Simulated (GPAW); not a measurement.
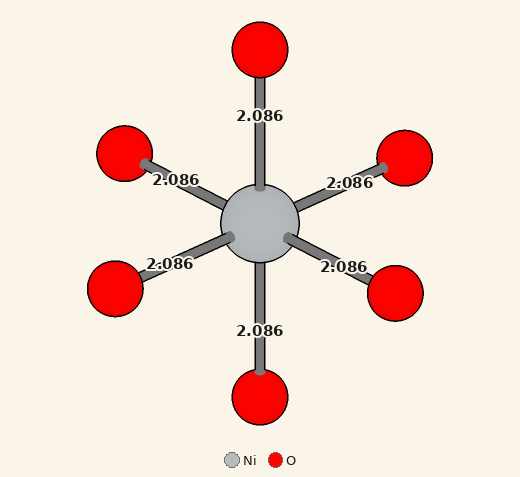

The surroundings of site Ni1 (at 0.000, 0.000, 0.000) in NiO in space group Fm-3m, with bond lengths in Å.

The cell is taken from an entry of the Crystallography Open Database, as set up for an electronic-structure calculation.

```
CELL_PARAMETERS angstrom
4.17180 0.00000 0.00000
0.00000 4.17180 0.00000
0.00000 0.00000 4.17180
ATOMIC_POSITIONS crystal
Ni 0.00000 0.00000 0.00000
O 0.50000 0.00000 0.00000
Ni 0.00000 0.50000 0.50000
O 0.50000 0.50000 0.50000
Ni 0.50000 0.00000 0.50000
O 0.00000 0.00000 0.50000
Ni 0.50000 0.50000 0.00000
O 0.00000 0.50000 0.00000
```

Bond valence s = exp((R0 − d)/b), R0 fitted to published crystal structures with b = 0.37 Å, summed over all anions within 5 Å; R0 in Å: Ni2+–O 1.665; Ni3+–O 1.694.

Which oxidation state of Ni do these bonds support?

With the Ni2+ parameters the computed sum is 6 × 0.321 = 1.92. With the Ni3+ parameters the computed sum is 6 × 0.347 = 2.08. The sum matches its own assumption best for Ni2+, which also balances the formula's charge.

And over the whole structure?

```
site              x, y, z  formal valence  bond-valence sum  difference
 Ni1  0.000, 0.000, 0.000              +2              1.97       -0.03
  O1  0.500, 0.000, 0.000              −2              1.97       -0.03
```

These sums include all anions within 5 Å. The global instability index (root mean square of the differences over all atoms) is 0.03 v.u.: little strain. The cell was not relaxed for this table, and a volume that is off by a few per cent shifts all sums together.
